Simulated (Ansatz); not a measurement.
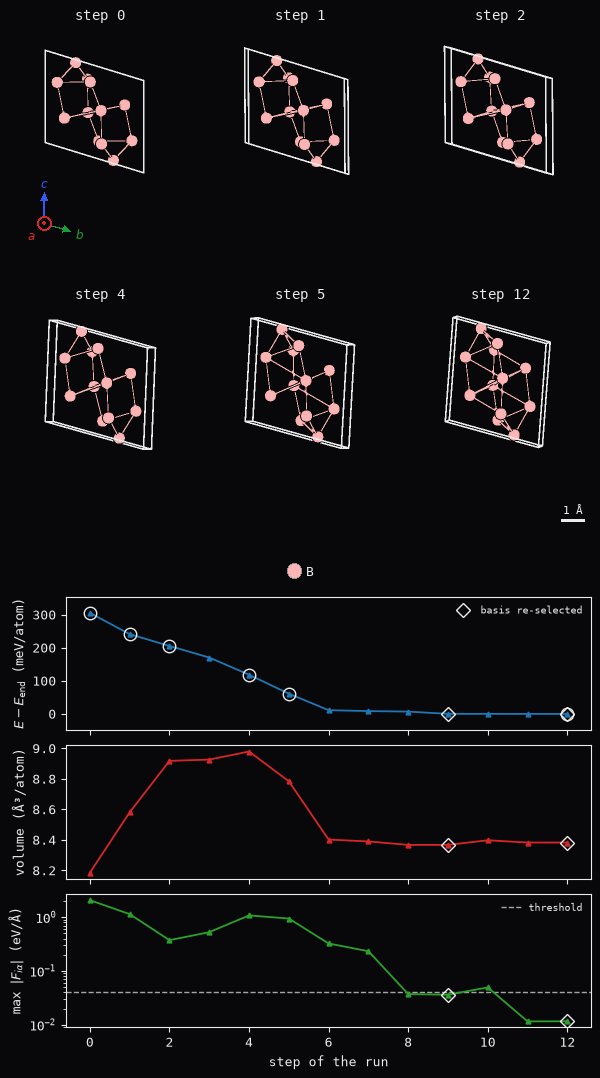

Frames of a relaxation of solid B (a generated structure, set up in C2/c) (coarse preliminary run), marked on the history of the run. A ball-and-stick model of the cell of the calculation, seen along the a axis.

These are results of DFT PBE, scalar-relativistic, plane waves, PAW (Ansatz), not measurements. (plane-wave cutoff 420 eV; k-point mesh 4 × 4 × 4; occupations gaussian; smearing width 0.1 eV; no spin polarisation; cell and atoms relaxed; force threshold 0.04 eV/Å; at most 70 steps)

Describe the path.

Over 10 accepted moves (12 points after the start) the energy falls by 306 meV per atom. The largest force component goes from 2.1 to 0.012 eV/Å. Pressure: 11.46 GPa at the start and −0.03 GPa at the end. At 2 points the geometry stayed and the basis and grid were re-selected for the new cell (energy shift of 6.8 meV per atom at most each time). The largest moves relative to the cell, 0.24 Å, are those of B atoms. Cell: a = b 5.252 → 4.850 Å (−7.7 %), c 4.251 → 4.772 Å (+12.2 %), α 100.2° → 96.8°, β 100.2° → 96.8°, γ 117.1° → 113.4°. Volume +2.4 %. Among the contacts that change: B–B 2.341 → 2.821 Å, B–B 2.379 → 1.905 Å, B–B 2.369 → 1.944 Å, B–B 1.752 → 1.929 Å. Bond angles that change, for instance: B–B–B 132.3° → 106.2°, B–B–B 115.3° → 141.3°, B–B–B 111.1° → 136.9°. The space group stays C2/c (No. 15). From step 0 to 1: B atoms move most (0.05 Å), volume +4.8 %, energy −64.2 meV per atom. From step 1 to 2: B atoms move most (0.06 Å), volume +3.9 %, energy −35.9 meV per atom. From step 2 to 4: B atoms move most (0.12 Å), volume +0.7 %, energy −87.0 meV per atom. From step 4 to 5: B atoms move most (0.05 Å), volume −2.2 %, energy −57.3 meV per atom. From step 5 to 12: B atoms move most (0.10 Å), volume −4.6 %, energy −61.2 meV per atom.

```
step  E − E(0), meV/atom  largest force component, eV/Å  pressure, GPa  volume, Å³/atom                      note
   0                0.00                         2.0704          11.46            8.185                          
   1              -64.22                         1.1413           5.41            8.582                          
   2             -100.10                         0.3736           0.31            8.918                          
   3             -134.99                         0.5268          -0.71            8.927                          
   4             -187.11                         1.0792          -4.67            8.980                          
   5             -244.38                         0.9438          -4.58            8.784                          
   6             -294.32                         0.3244           0.20            8.403                          
   7             -297.00                         0.2331          -0.56            8.390                          
   8             -298.51                         0.0372          -0.14            8.368                          
   9             -305.35                         0.0362           0.52            8.368  same geometry, new basis
  10             -305.41                         0.0495          -0.53            8.398                          
  11             -305.54                         0.0115          -0.03            8.383                          
  12             -305.57                         0.0116          -0.03            8.383  same geometry, new basis
```
